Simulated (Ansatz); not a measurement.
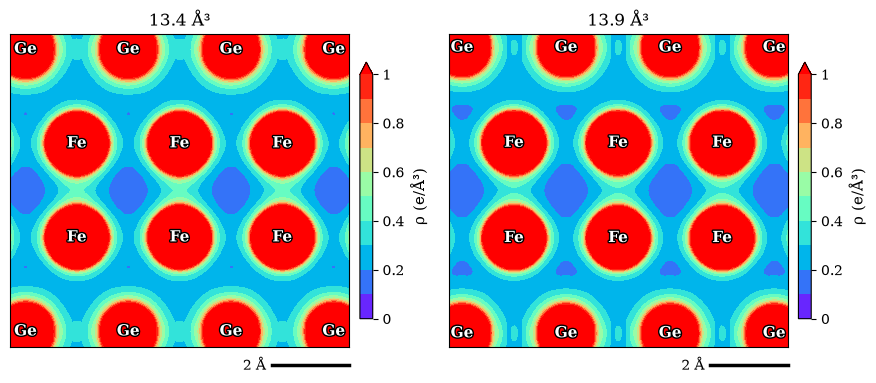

Fe2Ge. The valence electron density of cells scaled evenly to different volumes (given per atom above each panel), on the (110) plane of each (indices in the axes of the cell below), at one length scale and on one colour scale.

A structure from a database of computed crystals, not necessarily the ambient phase; spin-polarised.

All numbers below come from Ansatz 0.2.0, Kohn-Sham DFT of a periodic cell, LDA, Ansatz PAW.

Core electrons are frozen (PAW), and the valence fields are smoothed inside the atomic spheres.

The largest cell:

```
Ge Fe
1.0
     4.24529    0.00000    0.00000
    -2.12265    3.67653    0.00000
     0.00000    0.00000    2.67798
Ge Fe
1 2
Direct
  0.00000 0.00000 0.00000
  0.33333 0.66667 0.50000
  0.66667 0.33333 0.50000
```

| volume (Å³/atom) | Fe–Fe contact in the plane (Å) | ρ at its midpoint (e/Å³) | pressure (GPa) | largest moment (μB) | 
| --- | --- | --- | --- | --- |
| 13.41 | 2.420 | 0.420 | −15.5 | 2.38 | 
| 13.67 | 2.436 | ? | ? | ? | 
| 13.93 | 2.451 | 0.384 | −18.2 | 2.48 | 

### Estimate the missing row, and compare with the calculation.

Over the known rows ln ρ falls by 2.89 per Å of Fe–Fe distance (the line through the two), which gives 0.401 e/Å³ at 2.436 Å; the calculation gives 0.395 e/Å³. For the pressure, a straight line in volume between the neighbouring rows gives −16.9 GPa; the calculation gives −17.0. For the largest moment, a straight line in volume between the neighbouring rows gives 2.43 μB; the calculation gives 2.43.
